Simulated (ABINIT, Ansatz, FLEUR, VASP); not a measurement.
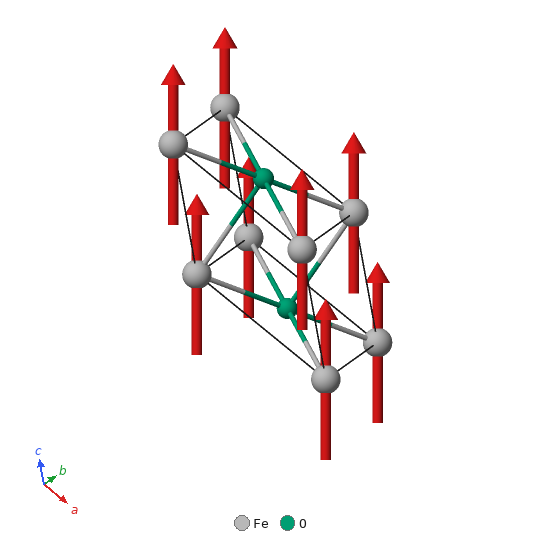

FeO, space group I4/mmm (No. 139), a = 3.204 Å, b = 3.204 Å, c = 4.167 Å, α = 90.00°, β = 90.00°, γ = 90.00°. The run's cell of 2 atoms, with the site moments from FLEUR (all-electron) as arrows (above 0.25 μB; red up, blue down). The cell is a structure listed in the Materials Project. It needn't be the stable form of this composition.

One fixed geometry in four programs or potential sets. Alike in all runs: functional PBE; k mesh 12 × 12 × 12 on the run's cell of 2 atoms; occupations fermi-dirac, width 0.05 eV; collinear spin, ferromagnetic start; no spin-orbit coupling. All runs are metallic. A dash marks a pressure that wasn't computed or isn't reliable.

| program | pressure (GPa) | net moment (μB per cell of 2) |
| --- | --- | --- |
| FLEUR (all-electron) | - | 4.00 |
| Ansatz LAPW (all-electron) | -8.8 | 4.00 |
| VASP (PBE potentials, release 64 Fe, O) | ? | ? |
| ABINIT (JTH PAW PBE v2.0) | -9.3 | 4.00 |

Question: What does VASP (PBE potentials, release 64 Fe, O) give?

Answer: A pressure of -8.7 GPa and a moment of 4.00 μB. The other rows span -9.3 to -8.8 GPa and 4.00 to 4.00 μB.

Question: Is this cell larger or smaller than the equilibrium cell of this functional?

Answer: Larger: all pressures given are negative (-9.3 to -8.7 GPa), so its volume would shrink.

Plane-wave pressures hold the error of each finite cutoff. Each run keeps the magnetic state that it reached from a ferromagnetic start.

Caveat: semilocal functionals without U can turn such compounds, often antiferromagnetic insulators, into metals; a cell with one magnetic atom can't hold antiferromagnetic order, which such compounds often take.
